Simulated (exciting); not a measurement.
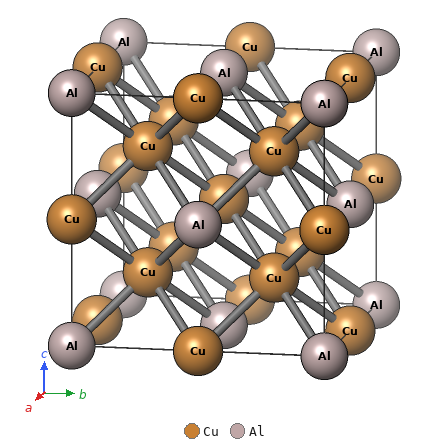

System: AlCu₃, space group Fm-3m (No. 225). The picture shows the conventional cell.

Starting cell:
```cif
data_structure
_symmetry_space_group_name_H-M 'P 1'
_symmetry_Int_Tables_number 1
_cell_length_a 4.0843
_cell_length_b 4.0843
_cell_length_c 4.0843
_cell_angle_alpha 60.000
_cell_angle_beta 60.000
_cell_angle_gamma 60.000
_cell_volume 48.18
loop_
_atom_site_label
_atom_site_type_symbol
_atom_site_fract_x
_atom_site_fract_y
_atom_site_fract_z
_atom_site_occupancy
Cu1 Cu 0.75000 0.75000 0.75000 1
Cu2 Cu 0.25000 0.25000 0.25000 1
Cu3 Cu 0.50000 0.50000 0.50000 1
Al1 Al 0.00000 0.00000 0.00000 1
```

Method: all-electron LAPW DFT, no spin polarisation; energies at scaled volumes of the given cell, shape and fractions fixed, counted from the fit's minimum, third-order Birch-Murnaghan fit (exciting sodium). Level: PBEsol.

- k mesh: 8×8×8
- occupations: Fermi–Dirac
- smearing width: 0.05 eV
- potentials: all electron LAPW+lo, shipped species files
- program settings: rgkmax 9

Predict the energy against volume. The volume takes the values 11.32, 11.56, 11.80, 12.04, 12.28, 12.53, 12.77 Å³/atom.

A third-order Birch–Murnaghan fit gives V0 = 11.99 Å³/atom, B0 = 152 GPa and B′ = 3.9. The energy is 19.69 meV/atom at volume 11.32 Å³/atom and 21.44 meV/atom at 12.77 Å³/atom; the lowest computed point is at volume 12.04 Å³/atom (0.16 meV/atom).

```csv
volume (Å³/atom),energy (meV/atom)
11.32,19.69
11.56,7.65
11.80,1.56
12.04,0.16
12.28,3.23
12.53,10.38
12.77,21.44
```

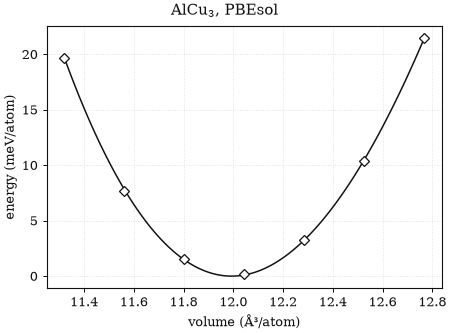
